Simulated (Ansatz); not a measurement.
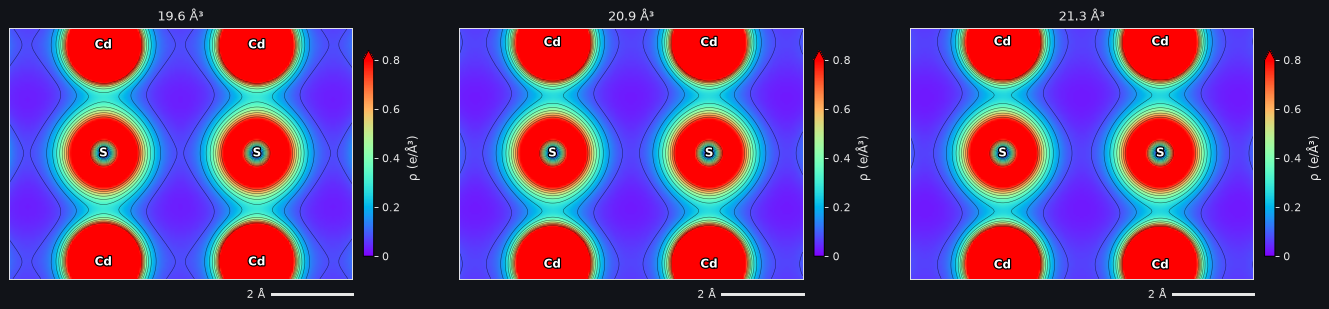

CdS. The valence pseudo-density of cells scaled evenly to different volumes (given per atom above each panel), on the (011̄) plane of each (indices in the axes of the cell below), at one length scale and on one colour scale.

A structure from a database of computed crystals, not necessarily the ambient phase.

Method: Kohn-Sham DFT of a periodic cell, PBE, Ansatz PAW (Ansatz 0.2.0).

In a PAW calculation such maps are meaningful between the atoms, not at the nuclei.

The largest cell:

```
CELL_PARAMETERS angstrom
0.00000 2.77148 2.77148
2.77148 0.00000 2.77148
2.77148 2.77148 0.00000
ATOMIC_POSITIONS crystal
Cd 0.00000 0.00000 0.00000
S 0.50000 0.50000 0.50000
```

| volume (Å³/atom) | Cd–S contact in the plane (Å) | ρ at its midpoint (e/Å³) | pressure (GPa) | gap on the mesh (eV) | 
| --- | --- | --- | --- | --- |
| 19.62 | 2.697 | 0.297 | 4.6 | 0.26 | 
| 20.04 | 2.716 | ? | ? | ? | 
| 20.87 | 2.753 | 0.269 | −0.4 | 0.26 | 
| 21.29 | 2.771 | 0.260 | −1.8 | 0.26 | 

### What values belong in the row with question marks?

Over the known rows ln ρ falls by 1.79 per Å of Cd–S distance (a least-squares line), which gives 0.287 e/Å³ at 2.716 Å; the calculation gives 0.287 e/Å³. For the pressure, a straight line in volume between the neighbouring rows gives 2.9 GPa; the calculation gives 2.7. For the gap on the mesh, a straight line in volume between the neighbouring rows gives 0.26 eV; the calculation gives 0.26.
